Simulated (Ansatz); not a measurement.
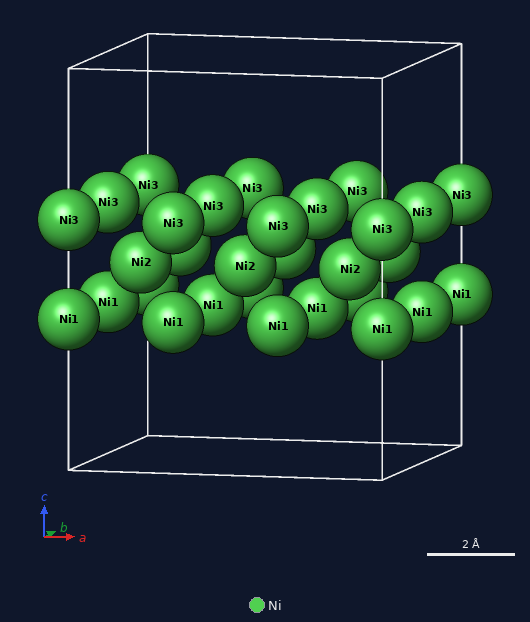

Figure 1. The structure (spheres-only view of the 3 × 2 repeat of the cell, with the vacuum cut short, seen slightly off an axis; atoms are numbered from 1 in the order of the input).

**What a change does: single-point calculation on Ni**

System: Ni (slab, 3 atoms in the cell).
Method of run A: DFT, PBE, PAW with Ansatz's default frozen-core files, scalar-relativistic, spin-polarised (Ansatz 0.2.0).

Text and figures count atoms from 1; the logs count them from 0 in places.

**Input, run A**
```yaml
crystal:
  lattice:
    - [2.4880368655, 0.0, 0.0]
    - [0.0, 3.5186154789, 0.0]
    - [0.0, 0.0, 18.488]
  atoms:
    - { symbol: Ni, position: [0.0, 0.0, 0.4376885799], spin: 1.0 }
    - { symbol: Ni, position: [0.5, 0.5, 0.5000000073], spin: 1.0 }
    - { symbol: Ni, position: [0.0, 0.0, 0.5623114128], spin: 1.0 }
  periodic: [true, true, false]
magnetization:
  spin_polarized: true
kpoints:
  mp_grid: { grid: [15, 10, 1] }
scf:
  occupations: { method: fermi_dirac, width: 0.05 }
hamiltonian:
  xc: pbe
  pseudopotentials: { kind: paw }
output:
  forces: true
  stress: true
  eigenvalues: true
```

Command:
```bash
ansatz run input.yaml --threads 2 --pin off --max-ram 6144MiB --backend cpu --events-out ev --progress --plain --runs-dir out
```

Hardware: 2 threads of Arm Neoverse V2, 24 GiB of memory available, shared host.

**Output, shortened to warnings, some set-up lines, iterations and results (run A)**
```
Warning: crystal.periodic: the lattice vector that does not repeat stood 0.000° off the slab's normal, 18.488 Å along it as the deck builds it. The run solves the slab on a vector along the normal, 28.408 Å long, with every atom where it was (on the deck's vector they left 16.18 Å outside them, and the widest stretch free of ions among them is 1.15 Å). A fractional position that the run reports …
Basis set: ecut = 420 eV, 4849 PW (Γ), exchange–correlation on 36×48×384 points (8 copies of the dense FFT grid, shifted against one another)
Symmetry: 8 space group operations
k-points: 48 of 150
Initial density: superposition of atomic densities (neutral atoms: chi_scale 0, normalization atom)
[...]
SCF iter   1: F=—  HF=-17513.781535 eV  |F-HF|=—  |Δ(HF+E_count)|=         —  Δρ=1.46e-2 (↑1.18e-2 ↓1.46e-2)  dr2=3.44e0  dr2_m=1.69e-1  M=2.766 μB ∫|m|=2.891 μB  β_m=0.30  …
SCF iter   2: F=—  HF=-17514.300707 eV  |F-HF|=—  |Δ(HF+E_count)|=   5.19e-1  Δρ=1.06e-2 (↑8.93e-3 ↓1.06e-2)  dr2=1.02e0  dr2_m=6.63e-2  M=2.671 μB ∫|m|=2.832 μB  β_m=0.41  …
SCF iter   3: F=—  HF=-17515.939330 eV  |F-HF|=—  |Δ(HF+E_count)|=    1.64e0  Δρ=3.60e-3 (↑1.95e-3 ↓3.60e-3)  dr2=6.24e-2  dr2_m=8.41e-3  M=2.616 μB ∫|m|=2.822 μB  β_m=0.44  …
SCF iter   4: F=—  HF=-17516.418328 eV  |F-HF|=—  |Δ(HF+E_count)|=   4.79e-1  Δρ=5.50e-3 (↑1.54e-3 ↓5.50e-3)  dr2=6.23e-2  dr2_m=1.95e-2  M=2.461 μB ∫|m|=2.699 μB  β_m=0.72  …
SCF iter   5: F=—  HF=-17516.708557 eV  |F-HF|=—  |Δ(HF+E_count)|=   2.90e-1  Δρ=4.48e-3 (↑9.16e-4 ↓4.48e-3)  dr2=4.09e-2  dr2_m=1.02e-2  M=2.340 μB ∫|m|=2.597 μB  β_m=0.86  …
[... 5 lines ...]
SCF iter  11: F=—  HF=-17516.716262 eV  |F-HF|=—  |Δ(HF+E_count)|=   1.70e-7  Δρ=8.52e-6 (↑2.59e-6 ↓8.52e-6)  dr2=1.38e-7  dr2_m=3.85e-8  M=2.330 μB ∫|m|=2.580 μB  β_m=0.98  …
SCF iter  12: F=—  HF=-17516.716262 eV  |F-HF|=—  |Δ(HF+E_count)|=   3.46e-7  Δρ=1.71e-6 (↑6.75e-7 ↓1.71e-6)  dr2=4.41e-9  dr2_m=2.53e-9  M=2.330 μB ∫|m|=2.580 μB  β_m=0.90  …
SCF iter  13: F=-17516.716262 eV  HF=-17516.716262 eV  |F-HF|=2.08e-9  |Δ(HF+E_count)|=   4.66e-8  Δρ=2.62e-7 (↑1.71e-7 ↓2.62e-7)  dr2=5.82e-10  dr2_m=6.88e-11  M=2.330 μB …
SCF iter  14: F=-17516.716262 eV  HF=-17516.716262 eV  |F-HF|=4.87e-10  |Δ(HF+E_count)|=   2.32e-9  Δρ=3.46e-7 (↑5.72e-8 ↓3.46e-7)  dr2=2.74e-10  dr2_m=6.40e-11  M=2.330 μB …
SCF 1 converged in 14 iterations: F = -17516.716262 eV  dr2 = 2.74e-10
SCF converged after 14 iterations
an eigenvalue changed by more than its tolerance at an iteration that met the thresholds in force, so the SCF went on 1 time: the last check found none over its tolerance
Magnetization: 2.3302 μB (28.1651 up, 25.8349 down)
Absolute magnetization: 2.5821 μB (∫|ρ↑−ρ↓|, with the PAW one-centre terms)
Spin contamination: 0.0293 ħ² per cell (⟨S²⟩ above its minimum at these occupations)
Per-site moments (μB) at R_I (Å): [(0.8325697051497578, 0.9504111105452699), (0.6971938148957331, 1.007875239247452), (0.8325697051497577, 0.9504111105452699)]
Free energy (F): -17516.716262 eV
Harris-Foulkes:  -17516.716262 eV  (|F-HF|=4.87e-10)
Internal energy: -17516.669092 eV  (E = F + TS)
E sigma→0 (E₀):  -17516.692677 eV
Entropy (-TS):   -0.047170 eV (-15.723 meV/atom)
Fermi energy:    -4.431708 eV
--- Per-component energies (eV) ---
  E_band       = -2060.079379
  E_kinetic    = 843.845537
  E_local      = -190625.405931  (includes V_loc(G=0)·N_el)
  E_nonlocal   = 1917.075611
  E_hartree    = 93858.380536
  E_xc         = -249.731772
  E_vxc        = -321.576487  (∫ρ·V_xc dr)
  E_paw        = -4897.480217  (= ΣΔE_a)
  E_vpaw       = -1590.783495  (= ΣTr[D̂ρ^β])
  E_aug_tail   = 0.001633  (compensation charges beyond the density's cutoff)
  E_ewald      = 81636.645512
  E_smearing   = -0.047170  (= −TS)
  E_closure    = 0.000000  (closes the sum)
  Σ components = -17516.716262   (vs F -17516.716262, Δ=0.00e0)
--- Forces (eV/Å), atoms counted from 1 ---
  atom   1  Ni     0.00000000     0.00000000    -0.00358201
  atom   2  Ni     0.00000000     0.00000000     0.00000000
  atom   3  Ni     0.00000000     0.00000000     0.00358201
  max |Σ_I F_I| component: 4.34e-19 eV/Å
--- 2D stress c σ (N/m, compression-positive) ---
       -3.386566      -0.000000      -0.000000
       -0.000000      -2.618169      -0.000000
        0.000000       0.000000       0.000000
  P = ½ c Tr σ = -3.0024 N/m
  ° read free of the cell's end (the report's vacuum.weakly_bound_levels)
```

The input of run B differs as follows (lines with − go, lines with + come):
```diff
-  xc: pbe
+  xc: revpbe
+  write_density: true
+  write_potential: true
+  elf: true
+  volumetric_format: npy
+basis:
+  ecutrho_ratio: 8
```

Predict how the results change.

The total energies belong to different methods, so their difference says nothing on which is more stable or more accurate. The largest force goes from 0.004 to 0.202 eV/Å. The functional changes from PBE to revPBE. The SCF takes 13 iterations against 14.

**Output, shortened to warnings, some set-up lines, iterations and results (run B)**
```
Warning: crystal.periodic: the lattice vector that does not repeat stood 0.000° off the slab's normal, 18.488 Å along it as the deck builds it. The run solves the slab on a vector along the normal, 28.408 Å long, with every atom where it was (on the deck's vector they left 16.18 Å outside them, and the widest stretch free of ions among them is 1.15 Å). A fractional position that the run reports …
WARN: The output density's exchange-correlation potential varies sharply where the density is thin. Do not read a vacuum level from v_tot or v_xc, or from such a field of the output density. On a cell that repeats whose density bears no net charge and no dipole along the vacuum's axis use v_es (v_loc + v_h of the components); under efield.dipole_correction with no amplitude use v_es + v_field, …
Basis set: ecut = 420 eV, 4849 PW (Γ), exchange–correlation on 48×72×540 points (8 copies of the dense FFT grid, shifted against one another)
Symmetry: 8 space group operations
k-points: 48 of 150
Initial density: superposition of atomic densities (neutral atoms: chi_scale 0, normalization atom)
[...]
SCF iter   1: F=—  HF=-17524.640324 eV  |F-HF|=—  |Δ(HF+E_count)|=         —  Δρ=1.44e-2 (↑1.22e-2 ↓1.44e-2)  dr2=3.48e0  dr2_m=1.66e-1  M=2.757 μB ∫|m|=2.881 μB  β_m=0.30  …
SCF iter   2: F=—  HF=-17525.257639 eV  |F-HF|=—  |Δ(HF+E_count)|=   6.17e-1  Δρ=1.04e-2 (↑8.72e-3 ↓1.04e-2)  dr2=1.05e0  dr2_m=6.64e-2  M=2.677 μB ∫|m|=2.840 μB  β_m=0.43  …
SCF iter   3: F=—  HF=-17526.986142 eV  |F-HF|=—  |Δ(HF+E_count)|=    1.73e0  Δρ=3.47e-3 (↑1.94e-3 ↓3.47e-3)  dr2=5.00e-2  dr2_m=7.66e-3  M=2.609 μB ∫|m|=2.828 μB  β_m=0.46  …
SCF iter   4: F=—  HF=-17527.386991 eV  |F-HF|=—  |Δ(HF+E_count)|=   4.01e-1  Δρ=5.57e-3 (↑1.54e-3 ↓5.57e-3)  dr2=6.41e-2  dr2_m=1.98e-2  M=2.456 μB ∫|m|=2.707 μB  β_m=0.46  …
SCF iter   5: F=—  HF=-17527.645679 eV  |F-HF|=—  |Δ(HF+E_count)|=   2.59e-1  Δρ=3.57e-3 (↑1.67e-3 ↓3.57e-3)  dr2=1.39e-2  dr2_m=1.45e-2  M=2.339 μB ∫|m|=2.618 μB  β_m=0.68  …
SCF iter   6: F=—  HF=-17527.645507 eV  |F-HF|=—  |Δ(HF+E_count)|=   1.72e-4  Δρ=1.43e-3 (↑5.19e-4 ↓1.43e-3)  dr2=2.09e-3  dr2_m=1.97e-3  M=2.338 μB ∫|m|=2.610 μB  β_m=0.75  …
SCF iter   7: F=—  HF=-17527.644888 eV  |F-HF|=—  |Δ(HF+E_count)|=   6.19e-4  Δρ=2.90e-4 (↑2.90e-4 ↓1.88e-4)  dr2=6.31e-5  dr2_m=1.01e-4  M=2.341 μB ∫|m|=2.610 μB  β_m=0.87  …
SCF iter   8: F=—  HF=-17527.644924 eV  |F-HF|=—  |Δ(HF+E_count)|=   3.63e-5  Δρ=8.07e-5 (↑7.87e-5 ↓8.07e-5)  dr2=2.46e-5  dr2_m=5.95e-6  M=2.339 μB ∫|m|=2.605 μB  β_m=0.85  …
SCF iter   9: F=—  HF=-17527.644919 eV  |F-HF|=—  |Δ(HF+E_count)|=   5.30e-6  Δρ=3.71e-5 (↑1.46e-5 ↓3.71e-5)  dr2=1.55e-6  dr2_m=1.23e-6  M=2.339 μB ∫|m|=2.606 μB  β_m=0.92  …
SCF iter  10: F=—  HF=-17527.644920 eV  |F-HF|=—  |Δ(HF+E_count)|=   6.39e-7  Δρ=2.39e-5 (↑1.40e-5 ↓2.39e-5)  dr2=6.38e-7  dr2_m=5.72e-7  M=2.339 μB ∫|m|=2.606 μB  β_m=0.94  …
SCF iter  11: F=—  HF=-17527.644920 eV  |F-HF|=—  |Δ(HF+E_count)|=   4.43e-8  Δρ=6.34e-6 (↑5.92e-6 ↓6.34e-6)  dr2=2.43e-8  dr2_m=7.20e-8  M=2.339 μB ∫|m|=2.605 μB  β_m=0.89  …
SCF iter  12: F=—  HF=-17527.644920 eV  |F-HF|=—  |Δ(HF+E_count)|=   1.91e-8  Δρ=8.29e-7 (↑8.29e-7 ↓6.27e-7)  dr2=1.99e-9  dr2_m=4.41e-10  M=2.339 μB ∫|m|=2.605 μB  β_m=0.93  …
SCF iter  13: F=-17527.644920 eV  HF=-17527.644920 eV  |F-HF|=6.07e-9  |Δ(HF+E_count)|=   1.20e-8  Δρ=1.81e-6 (↑1.22e-7 ↓1.81e-6)  dr2=8.46e-9  dr2_m=1.94e-9  M=2.339 μB …
SCF 1 converged in 13 iterations: F = -17527.644920 eV  dr2 = 8.46e-9
WARN: The output density's exchange-correlation potential varies sharply where the density is thin. Do not read a vacuum level from v_tot or v_xc, or from such a field of the output density. On a cell that repeats whose density bears no net charge and no dipole along the vacuum's axis use v_es …
SCF converged after 13 iterations
Magnetization: 2.3389 μB (28.1694 up, 25.8306 down)
Absolute magnetization: 2.6071 μB (∫|ρ↑−ρ↓|, with the PAW one-centre terms)
Spin contamination: 0.0318 ħ² per cell (⟨S²⟩ above its minimum at these occupations)
Per-site moments (μB) at R_I (Å): [(0.8363703774760481, 0.9504111105452699), (0.7010082823650482, 1.007875239247452), (0.836370377476048, 0.9504111105452699)]
[...]
```

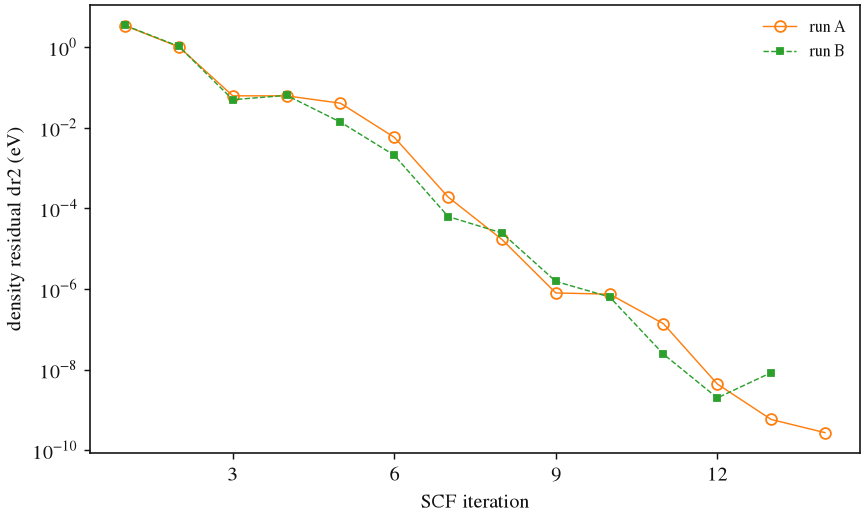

Figure 2. Convergence of the two runs: density residual dr2 against the SCF iteration. Run A takes 14 iterations in all, and run B takes 13.

**The two runs side by side**

| quantity | run A | run B |
| --- | --- | --- |
| outcome | converged | converged |
| free energy per atom (eV) | −5838.9054 | −5842.5483 |
| energy per atom, smearing taken to zero (eV) | −5838.8976 | −5842.5406 |
| net moment of the cell (μB) | 2.33 | 2.34 |
| absolute moment of the cell (μB) | 2.58 | 2.61 |
| largest force (eV/Å) | 0.004 | 0.202 |
| SCF iterations | 14 | 13 |
| irreducible k-points | 48 | 48 |
| plane waves at Γ | 4849 | 4849 |
| wall time (shared host) | 36 s | 41 s |

For run B: Warnings: the exchange-correlation potential is rough where the density is thin.
